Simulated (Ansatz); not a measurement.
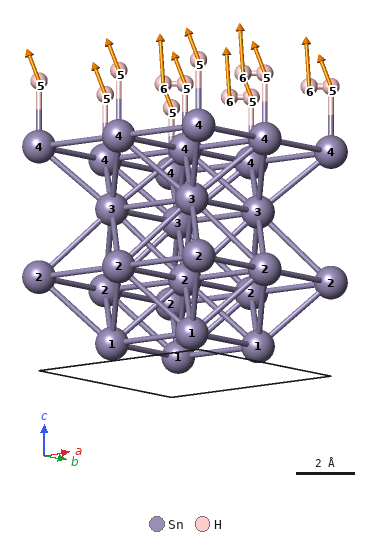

This is a constrained relaxation of a slab of composition Sn$_{2}$H (cut from the I4/mmm phase). The starting structure is drawn; orange arrows show the displacements, at their true length.

Style: ball-and-stick. Shown: the 2 × 2 repeat of the cell, outlined in the plane, without the vacuum, from a free direction.

Case: H2 put at a top Sn site. The slab is the (1 1 0) face of Sn with H2 on it. 2 atoms are held fixed.

Level of theory: Ansatz, DFT PBEsol, scalar-relativistic, plane waves, PAW. Set-up: plane-wave cutoff 420 eV; k-point mesh 9 × 9 × 1; occupations gaussian; smearing width 0.1 eV; no spin polarisation; dipole correction; atoms relaxed in a fixed cell; force threshold 0.03 eV/Å; at most 70 steps.

Which element moves most?

Answer. Hydrogen: up to 1.77 Å, against 0.06 Å for tin.

What happened in the run?

Answer. After 13 accepted moves (16 points after the start) the energy has fallen by 0.500 eV per cell of the calculation. The largest force component goes from 1 to 0.0041 eV/Å. The line search rejected the trial step at point 11 of the run. 2 steps only repeated the SCF at the same geometry. The forces were under the threshold at step 9, but the run went on from there. H6 moves most: 1.77 Å along the normal (+c). By element the largest moves are H 1.77 Å, Sn 0.06 Å. The cell doesn't change. Some distances before and after: Sn4–H5 2.300 → 3.473 Å, Sn3–Sn4 3.325 → 3.392 Å, Sn3–Sn4 (another image) 3.325 → 3.268 Å, Sn2–Sn3 3.512 → 3.554 Å. The run took 6.8 min on 2 threads of Intel(R) Xeon(R) Platinum 8488C (Sapphire Rapids) (shared host), peak memory 0.75 GiB.

Limits of the set-up: the periodic images lie only 3.4 Å apart, so the values are limited by the cell's size.
